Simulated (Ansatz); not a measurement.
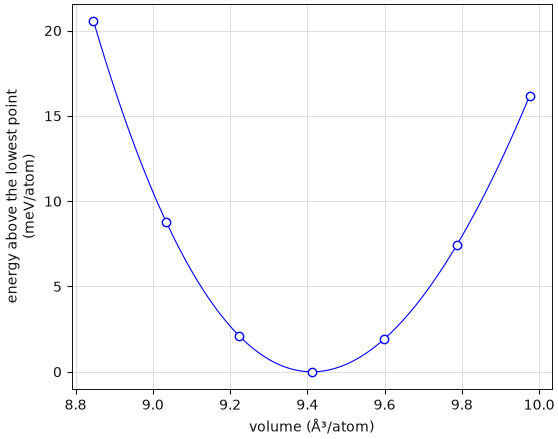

The plot gives the computed energy above the lowest point against volume for CuO₂, space group Fm-3m (No. 225) (one of a set of cubic test structures, which need not be the stable phase).

How it was computed, with Ansatz 0.2.0 development build: equation of state of a cubic crystal from periodic Kohn-Sham density functional theory without spin, third-order Birch-Murnaghan fit to the free energies; pressure corrected for the finite basis. Level: PBE.

```csv
setting,value
structure type,fluorite
atoms in cell,3
space group number,225
lattice centring,face-centred primitive
k mesh,20×20×20
occupation method,Fermi–Dirac
occupation width,0.06123 eV
wave cutoff,930 eV
datasets,hand-made PAW
density tolerance,1e-09 eV
bands,20
density cutoff ratio,5
search for lower states,default
```

From this curve and the settings, what does the calculation give for the pressure at the same points?

The pressure falls from 12.4 GPa at volume 8.8464 Å³/atom to −8.7 GPa at 9.9757 Å³/atom, and changes sign near 9.41 Å³/atom.

```csv
volume (Å³/atom),pressure (GPa)
8.8464,12.4
9.0346,7.8
9.2228,3.7
9.4111,0.0
9.5993,-3.2
9.7875,-6.1
9.9757,-8.7
```

Note: cubic model structure, not the ambient form; no spin polarisation, a magnetic state may lie lower.
